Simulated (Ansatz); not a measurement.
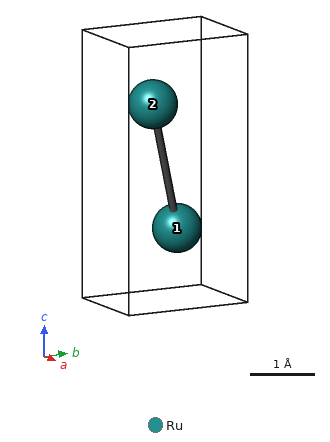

Fig. 1: The input geometry (ball-and-stick view of the cell of the calculation, set on other vectors, seen slightly off an axis; atoms are numbered from 1 in the order of the input). Near neighbours in the crystal (not all of them lie inside the picture): Ru has 12 Ru at 2.62 to 2.68 Å.

## Single-point calculation of Ru

Ru (P6₃/mmc, 2 atoms in the cell), computed with DFT, LDA, PAW with Ansatz's default frozen-core files, scalar-relativistic, no spin polarisation (Ansatz 0.2.0).

It belongs to a series of runs on one base structure; here: bulk in the slab's orientation, PAW files. Figures and captions count atoms from 1; the log counts them from 0 in places.

## The input
```yaml
crystal:
  lattice:
    - [1.3376261072, -2.3168363792, 0.0]
    - [1.3376261072, 2.3168363792, 0.0]
    - [0.0, 0.0, 4.2244087162]
  atoms:
    - { symbol: Ru, position: [0.666666667, 0.333333333, 0.25] }
    - { symbol: Ru, position: [0.333333333, 0.666666667, 0.75] }
kpoints:
  mp_grid: { grid: [14, 14, 8] }
scf:
  occupations: { method: fermi_dirac, width: 0.1 }
hamiltonian:
  xc: lda
  pseudopotentials: { kind: paw }
output:
  forces: true
  stress: true
  eigenvalues: true
  write_density: true
  write_potential: true
  elf: true
  volumetric_format: npy
```

Run on 2 threads of Arm Neoverse V2, 24 GiB of memory available, shared host.

Command:
```bash
ansatz run input.yaml --threads 2 --pin off --max-ram 4096MiB --backend cpu --events-out ev --progress --plain --runs-dir out
```

## What the program printed
```
Engine: ansatz 0.2.0, aarch64-unknown-linux-gnu
Pseudopotentials: kind: paw
Pseudopotential: Ru, paw, valence charge 16, recommended cutoff 420 eV (normal), Ru.paw.azcp
Functional definition: SPW92
  exchange = slater_x
  correlation = pw_c
Crystal: 2 atoms, lattice volume = 26.183 Å³
Basis set: ecut = 420 eV, 537 PW (Γ)
Bands: 20, of which v1, the nominal top of the filled ones, is band 16 counted from 1 (15 counted from 0)
Symmetry: 24 space group operations
Space group: P63/mmc (ITA 194), of the structure as read, at distance tolerance 3.0e-5 Å
k-points: 120 of 1568
Non-local potential: Ru, projectors of the file, l = 0: 3, l = 1: 2, l = 2: 2, l = 3: 1
PAW form: soft (Blöchl's): semilocal exchange-correlation on the pseudo side does not see the compensation charge
PAW frozen core: Ru, regenerated for the run's functional, and the local potential with it (the file was generated under x = pbe(κ = 0.804, μ = 0.2195149727645171), c = pbe(β = 0.06672455060314922))
PAW one-centre angular grid: Ru, 590 points (default); XC on 64 Gauss nodes
Initial density: superposition of atomic densities (neutral atoms: chi_scale 0, normalization atom), corrected by the library's trained network
Initial wavefunctions: pseudopotential atomic-orbital guess
Functional: x = slater, c = lda
SCF iter   1: F=—  HF=-11516.616308 eV  |F-HF|=—  |Δ(HF+E_count)|=         —  Δρ=1.03e-2  dr2=1.24e-2  ethr=1.77e-3  ⟨swp⟩=5.0  Hψ=22185  notcnv=0  defer=20
automatic band count: the SCF goes on with 24 bands, as 20 were too few: the levels above may hold too much charge
preconditioner: auto → none  [metal: Δε(μ)=0.012 eV  Ē_g=11.928 eV  σ=0.100 eV  W_gap=0.03  n_scr=8 (ndim 8)  ℏωp=29.0 eV  f_vac=0.000  D(μ)=1.70/eV (n_scr^D=22)  sad-step TF]
SCF iter   2: F=—  HF=-11516.614506 eV  |F-HF|=—  |Δ(HF+E_count)|=   1.80e-3  Δρ=5.52e-3  dr2=3.32e-3  ethr=3.87e-5  ⟨swp⟩=2.3  Hψ=4420  notcnv=0  defer=25
SCF iter   3: F=—  HF=-11516.614031 eV  |F-HF|=—  |Δ(HF+E_count)|=   4.76e-4  Δρ=3.45e-4  dr2=1.33e-5  ethr=1.04e-5  ⟨swp⟩=2.0  Hψ=3620  notcnv=0  defer=25
SCF iter   4: F=—  HF=-11516.614032 eV  |F-HF|=—  |Δ(HF+E_count)|=   1.29e-6  Δρ=7.19e-5  dr2=5.16e-7  ethr=4.17e-8  ⟨swp⟩=2.0  Hψ=4699  notcnv=0  defer=25
iter 5 did not close the SCF: its close was put off for the readings that it lacked (scf_convergence_deferred on its scf_iter line)
SCF iter   5: F=-11516.614032 eV  HF=-11516.614032 eV  |F-HF|=3.95e-8  |Δ(HF+E_count)|=   3.64e-7  Δρ=2.01e-5  dr2=5.28e-8  ethr=1.61e-9  ⟨swp⟩=2.9  Hψ=4608  notcnv=0  defer=25
SCF iter   6: F=-11516.614032 eV  HF=-11516.614032 eV  |F-HF|=1.11e-10  |Δ(HF+E_count)|=   2.18e-8  Δρ=3.68e-6  dr2=9.85e-10  ethr=1.65e-10  ⟨swp⟩=7.7  Hψ=16916  notcnv=0
SCF 1 converged in 6 iterations: F = -11516.614032 eV  dr2 = 9.85e-10
  greatest PAW one-centre occupation: 0.999 electrons in one spin orbital (limit 2), on the Ru atom at site 1 (counted from 0), in its partial waves of l = 0
SCF converged after 6 iterations
Free energy (F): -11516.614032 eV
Harris-Foulkes:  -11516.614032 eV  (|F-HF|=1.11e-10)
Internal energy: -11516.559357 eV  (E = F + TS)
E sigma→0 (E₀):  -11516.586695 eV
Entropy (-TS):   -0.054675 eV (-27.338 meV/atom)
Fermi energy:    24.284758 eV
--- Per-component energies (eV) ---
  E_band       = -83.988524
  E_kinetic    = 1031.527305
  E_local      = -2449.423865  (includes V_loc(G=0)·N_el)
  E_nonlocal   = 696.732524
  E_hartree    = 783.033909
  E_xc         = -380.339965
  E_vxc        = -479.466030  (∫ρ·V_xc dr)
  E_paw        = -6682.653847  (= ΣΔE_a)
  E_vpaw       = -449.426545  (= ΣTr[D̂ρ^β])
  E_aug_tail   = -0.000500  (compensation charges beyond the density's cutoff)
  E_ewald      = -4516.578289
  E_core_change = 1.143370  (= ΣΔE_core)
  E_smearing   = -0.054675  (= −TS)
  E_closure    = -0.000000  (closes the sum)
  Σ components = -11516.614032   (vs F -11516.614032, Δ=0.00e0)
--- Forces (eV/Å), atoms counted from 1 ---
  atom   1  Ru     0.00000000    -0.00000000     0.00000000
  atom   2  Ru     0.00000000     0.00000000    -0.00000000
  max |Σ_I F_I| component: 1.39e-17 eV/Å
--- Stress (GPa, compression-positive) ---
        0.217213       0.000000       0.000000
        0.000000       0.217213       0.000000
        0.000000       0.000000      -0.068312
  P = ⅓ Tr σ = 0.1220 GPa (1.220 kbar)
--- Band table (eV; the first three rows and the last of 120) ---
  k-point 0: bands = ["-48.7953", "-48.5516", "-19.4165", "-18.3516", "-18.3516", "-18.1573", "-18.1573", "-18.1090", "16.0174", "17.7466", "21.5152", "21.5152", "21.7257", "22.2479", "22.2479", "22.7875", "22.7875", "25.5391", "25.5391", "25.6274", "34.9928", "39.0786", "41.5750", "42.3150"]
  k-point 1: bands = ["-48.7862", "-48.5611", "-19.3692", "-18.3442", "-18.3442", "-18.1648", "-18.1648", "-18.1615", "16.1997", "17.8100", "21.4083", "21.4083", "21.6335", "22.1375", "22.1375", "23.0419", "23.0419", "25.0377", "25.5517", "25.5517", "35.7609", "38.7207", "41.8036", "42.3073"]
  k-point 2: bands = ["-48.7602", "-48.5879", "-19.2333", "-18.3234", "-18.3234", "-18.3096", "-18.1860", "-18.1860", "16.7101", "17.9699", "21.2613", "21.2613", "21.4083", "21.8706", "21.8706", "23.6084", "23.6084", "23.7216", "25.5154", "25.5154", "37.5901", "38.3146", "40.7894", "43.5810"]
  k-point 119: bands = ["-48.5349", "-48.5349", "-19.1522", "-19.1522", "-18.8195", "-18.8195", "-18.3330", "-18.3330", "19.1853", "19.1853", "20.0374", "20.0374", "21.4226", "21.4226", "23.0709", "23.0709", "25.6167", "25.6167", "32.5514", "32.5514", "35.5235", "35.5235", "36.4198", "36.4198"]
```

## File rho_z.tsv
```
# z_ang	rho[e/angstrom^3]
# format = ansatz-planar-average/11
# lattice	1.337626107	-2.316836379	0.000000000
# lattice	1.337626107	2.316836379	0.000000000
# lattice	0.000000000	0.000000000	4.224408716
# sites	2
# site	44	1.337626107	-0.772278793	1.056102179
# site	44	1.337626107	0.772278793	3.168306537
0.000000	3.933023e-1
0.140814	4.271439e-1
0.281627	5.562732e-1
0.422441	8.248564e-1
0.563254	1.225241e0
0.704068	1.670719e0
0.844882	2.035016e0
0.985695	2.230213e0
1.126509	2.230213e0
1.267323	2.035016e0
1.408136	1.670719e0
1.548950	1.225241e0
1.689763	8.248564e-1
1.830577	5.562732e-1
1.971391	4.271439e-1
2.112204	3.933023e-1
2.253018	4.271439e-1
2.393832	5.562732e-1
2.534645	8.248564e-1
2.675459	1.225241e0
2.816272	1.670719e0
2.957086	2.035016e0
3.097900	2.230213e0
3.238713	2.230213e0
3.379527	2.035016e0
3.520341	1.670719e0
3.661154	1.225241e0
3.801968	8.248564e-1
3.942781	5.562732e-1
4.083595	4.271439e-1
```

## File v_z.tsv
```
# z_ang	v_es[eV]	v_tot[eV]
# format = ansatz-planar-average/11
# xc	lda
# density_cutoff_ev	1680
# datasets	Ru=:simpson_from_first_knot:soft:shift=-1722341
# lattice	1.337626107	-2.316836379	0.000000000
# lattice	1.337626107	2.316836379	0.000000000
# lattice	0.000000000	0.000000000	4.224408716
# sites	2
# site	44	1.337626107	-0.772278793	1.056102179
# site	44	1.337626107	0.772278793	3.168306537
0.000000	2.219101e1	1.036303e1
0.140814	2.134255e1	9.291335e0
0.281627	1.849431e1	5.805089e0
0.422441	1.372648e1	9.468425e-2
0.563254	7.925667e0	-6.768207e0
0.704068	2.242446e0	-1.341708e1
0.844882	-2.270322e0	-1.862450e1
0.985695	-4.778822e0	-2.147996e1
1.126509	-4.778822e0	-2.147996e1
1.267323	-2.270322e0	-1.862450e1
1.408136	2.242446e0	-1.341708e1
1.548950	7.925667e0	-6.768207e0
1.689763	1.372648e1	9.468425e-2
1.830577	1.849431e1	5.805089e0
1.971391	2.134255e1	9.291335e0
2.112204	2.219101e1	1.036303e1
2.253018	2.134255e1	9.291335e0
2.393832	1.849431e1	5.805089e0
2.534645	1.372648e1	9.468425e-2
2.675459	7.925667e0	-6.768207e0
2.816272	2.242446e0	-1.341708e1
2.957086	-2.270322e0	-1.862450e1
3.097900	-4.778822e0	-2.147996e1
3.238713	-4.778822e0	-2.147996e1
3.379527	-2.270322e0	-1.862450e1
3.520341	2.242446e0	-1.341708e1
3.661154	7.925667e0	-6.768207e0
3.801968	1.372648e1	9.468425e-2
3.942781	1.849431e1	5.805089e0
4.083595	2.134255e1	9.291335e0
```

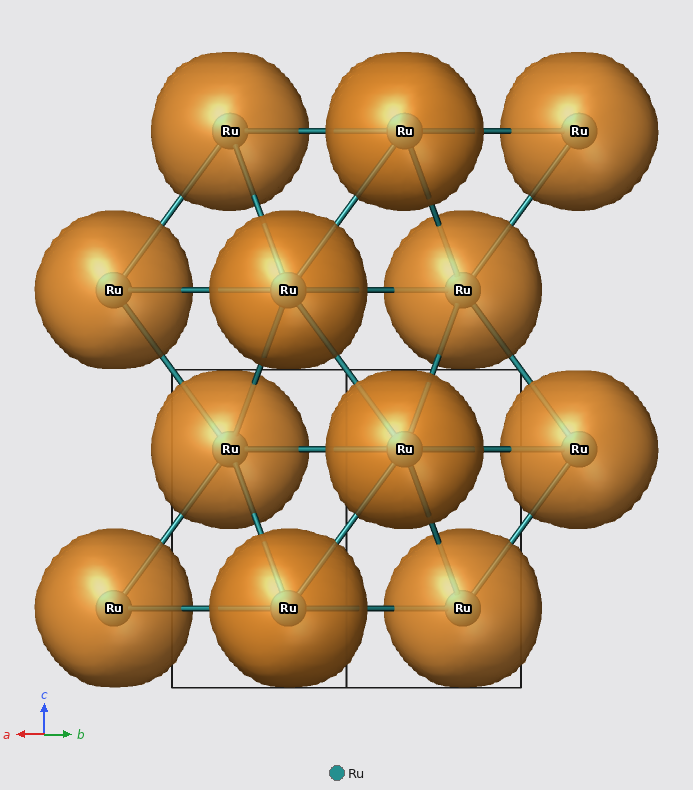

Fig. 2: Isosurface of the valence electron density at 0.6 e/Å³ (orange), seen along [110]. Sticks mark near contacts. The outline is the cell set on symmetry axes. At this value the density breaks into separate islands; it holds about 80 % of the electrons treated as valence (semicore included). It is pinched off along the Ru–Ru (2.62 Å) and Ru–Ru (2.68 Å) contacts. On the grid the lowest density along these lines, outside the cores, is 0.46 e/Å³ (Ru–Ru, 2.62 Å) and 0.41 e/Å³ (Ru–Ru, 2.68 Å). The fields are those of the smooth PAW valence density.

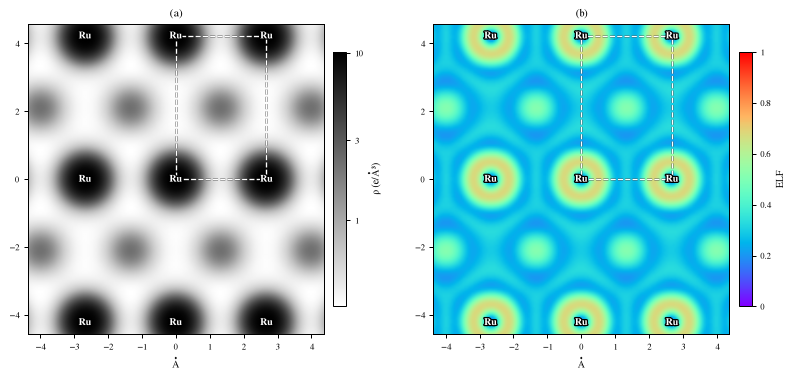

Fig. 3: (a) valence charge density (pseudo); (b) electron localisation function on the (010) plane of the conventional cell. The section cuts through Ru sites. Ru–Ru (2.68 Å): ρ is about 0.41 e/Å³ halfway; the ELF is about 0.30 at the midpoint (no shared electron pair). Away from the nuclei the density in this plane falls to 0.31 e/Å³ at its lowest. The strong features right at Ru lie inside the PAW spheres (semicore, d or f shells) and say nothing about bonding.

## Key numbers

```csv
quantity,value
outcome,converged
space group (tolerance 0.01 Å),P6₃/mmc (194)
electrons treated,32
free energy,−11516.6140 eV
Fermi energy,24.285 eV
pressure,0.12 GPa
largest force (length of the vector),under 0.001 eV/Å
wall time,2.1 s (CPU time 4 s)
peak memory,0.33 GiB
```
